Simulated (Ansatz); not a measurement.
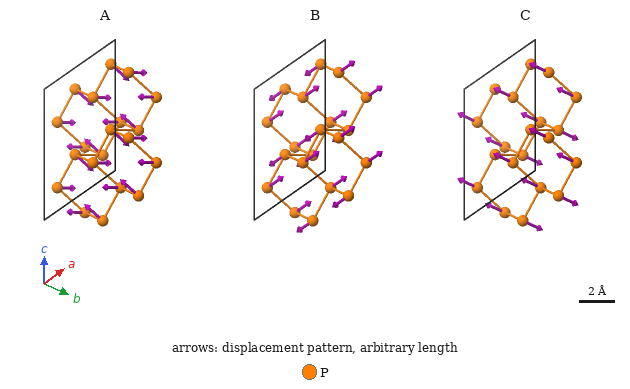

Modes of crystalline P, space group Pmna (No. 53), at the zone centre. The purple arrows are the displacements of the atoms (eigenvector over the root of the mass), of arbitrary overall length and sign. A ball-and-stick model of the 2 × 2 repeat of the cell, outlined in the plane, without the vacuum, seen from a free direction.

Theory: DFT r2SCAN, scalar-relativistic, plane waves, PAW in Ansatz.

Frequencies are those without the non-analytic (LO–TO) term.

Give the symmetry species and the selection rules of each.

Answer. A is A_g, Raman-active by symmetry (355 cm⁻¹). B is A_u, silent by symmetry (neither infrared- nor Raman-active) (444 cm⁻¹). C is B₁u, infrared-active by symmetry (150 cm⁻¹). The crystal has a centre of inversion, so no mode is both.

Limits of the set-up: layers or molecules are held without a dispersion correction, so their spacing is unreliable.
